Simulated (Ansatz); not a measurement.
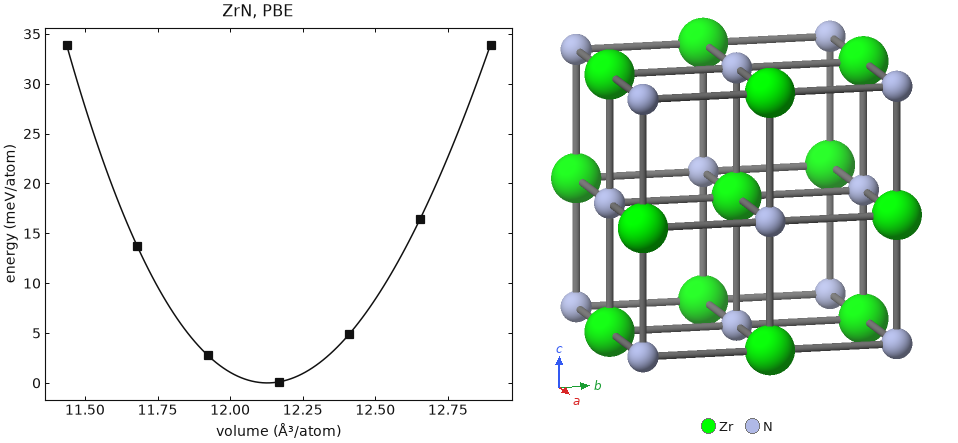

The plot gives the computed energy against volume for ZrN, space group Fm-3m (No. 225). The conventional cell is drawn beside the plot.

Starting cell:
```yaml
crystal:
  lattice:
    - [0.00000, 2.30000, 2.30000]
    - [2.30000, 0.00000, 2.30000]
    - [2.30000, 2.30000, 0.00000]
  atoms:
    - { symbol: Zr, position: [0.50000, 0.50000, 0.50000] }
    - { symbol: N, position: [0.00000, 0.00000, 0.00000] }
```

Method: all-electron LAPW DFT, no spin polarisation; energies at scaled volumes of the given cell, shape and fractions fixed, counted from the fit's minimum, third-order Birch-Murnaghan fit (Ansatz 0.2.0). Level: PBE.

k mesh 10×10×10; occupations Fermi–Dirac; smearing width 0.05 eV; potentials all electron LAPW, scalar relativistic; program settings basis error eV/atom 0.0005.

From this curve and the settings, what does the calculation give for the pressure at the same points?

The pressure falls from 16.56 GPa at volume 11.44 Å³/atom to −13.38 GPa at 12.90 Å³/atom, and changes sign near 12.13 Å³/atom.

```tsv
volume (Å³/atom)	pressure (GPa)
11.44	16.56
11.68	10.15
11.92	4.39
12.17	-0.79
12.41	-5.44
12.65	-9.62
12.90	-13.38
```
